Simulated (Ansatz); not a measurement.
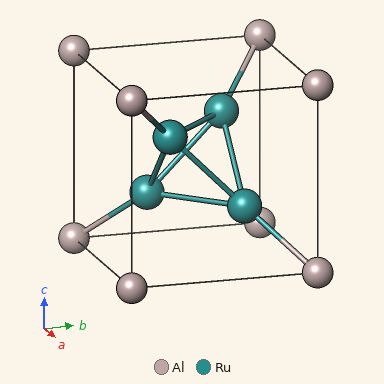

The figure gives a ball-and-stick picture of the atoms, viewed slightly off an axis. The wireframe shows the conventional unit cell. Cell: a = 4.36 Å, b = 4.36 Å, c = 4.36 Å, α = 90.00°, β = 90.00°, γ = 90.00°.

Its origin is a structure type filled with these elements by a generator (whether the compound takes this form wasn't checked). Earlier steps of the study may have refined or changed the cell and positions. It went into a calculation with Ansatz.

> In words:

It has the composition AlRu₄. It belongs to space group P-43m (No. 215) and has a primitive cubic lattice. Atoms per cell: 5 (1 Al, 4 Ru). The Al atoms are each bonded to four Ru in a tetrahedral arrangement at about 2.3 Å. Each Ru has three Ru and one Al (about 2.5 Å to Ru, 2.3 Å to Al). Not all metal-metal contacts are counted. The bonds build a three-dimensional framework.

The numbers come from Ansatz, DFT PBE, scalar-relativistic, plane waves, PAW, using plane waves up to 420 eV, a 10×10×10 k-point grid, Gaussian smearing of 0.1 eV, no spin polarisation.

> Classify it as metallic or gapped, with the value.

A metal: bands cross the Fermi level.

> What are the atomic charges by Bader's partition?

Al +1.78 e; Ru -0.44 e.

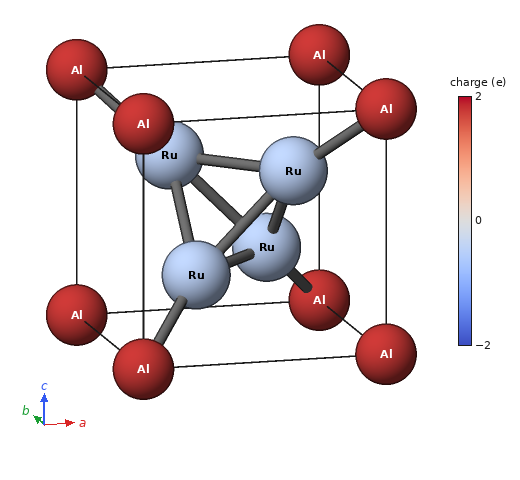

The atoms coloured by those charges. The run's cell of 5 atoms is drawn.

> Is this the relaxed geometry?

Yes. All forces vanish to within 0.01 eV/Å. The pressure is 0.0 GPa, close to zero.
